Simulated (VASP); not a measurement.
The compound is PtSe₂ (space group P-3m1, No. 164), taken as an entry of the Crystallography Open Database, as set up for an electronic-structure calculation.

```cif
data_structure
_symmetry_space_group_name_H-M 'P-3m1'
_symmetry_Int_Tables_number 164
_cell_length_a 3.7240
_cell_length_b 3.7240
_cell_length_c 5.0620
_cell_angle_alpha 90.000
_cell_angle_beta 90.000
_cell_angle_gamma 120.000
_cell_volume 60.80
loop_
_atom_site_label
_atom_site_type_symbol
_atom_site_symmetry_multiplicity
_atom_site_Wyckoff_symbol
_atom_site_fract_x
_atom_site_fract_y
_atom_site_fract_z
_atom_site_occupancy
Pt1 Pt 1 a 0.00000 0.00000 0.00000 1
Se1 Se 2 d 0.66667 0.33333 0.75000 1
```

Describe how the polyhedra about Pt are linked (bonds: Pt–Se below 2.8 Å).

Pt: PtSe6 octahedron, sharing edges with six neighbours.

They form layers of edge-sharing octahedra parallel to (001).

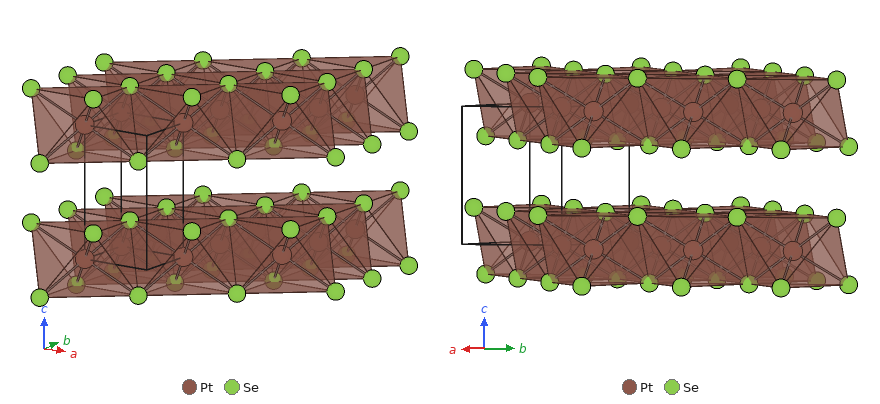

Polyhedra are drawn about Pt (bonds: Pt–Se below 2.8 Å); other atoms are plain spheres. Two views of the same piece.
